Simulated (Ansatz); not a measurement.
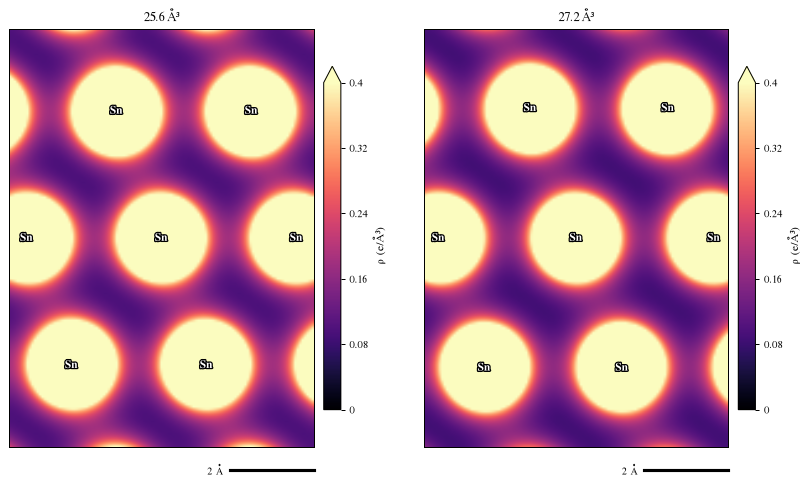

Sn. The valence electron density of cells scaled evenly to different volumes (given per atom above each panel), on the (010) plane of each (indices in the axes of the cell below), at one length scale and on one colour scale.

A structure from a database of computed crystals, not necessarily the ambient phase.

These are results of Kohn-Sham DFT of a periodic cell, PBE0, Ansatz PAW (Ansatz 0.2.0), not measurements.

The density is the valence pseudo-density of a PAW calculation; it isn't the true density close to the nuclei.

The largest cell:

```
Sn
1.0
    -1.89465    1.89465    1.89465
     1.89465   -1.89465    1.89465
     1.89465    1.89465   -1.89465
Sn
1
Direct
  0.00000 0.00000 0.00000
```

| volume (Å³/atom) | Sn–Sn contact in the plane (Å) | ρ at its midpoint (e/Å³) | pressure (GPa) | 
| --- | --- | --- | --- |
| 25.57 | 3.215 | 0.181 | 2.9 | 
| 26.66 | 3.260 | ? | ? | 
| 27.20 | 3.282 | 0.164 | −1.0 | 

> Estimate the missing row, and compare with the calculation.

Over the known rows ln ρ falls by 1.47 per Å of Sn–Sn distance (the line through the two), which gives 0.169 e/Å³ at 3.260 Å; the calculation gives 0.169 e/Å³. For the pressure, a straight line in volume between the neighbouring rows gives 0.3 GPa; the calculation gives 0.2.
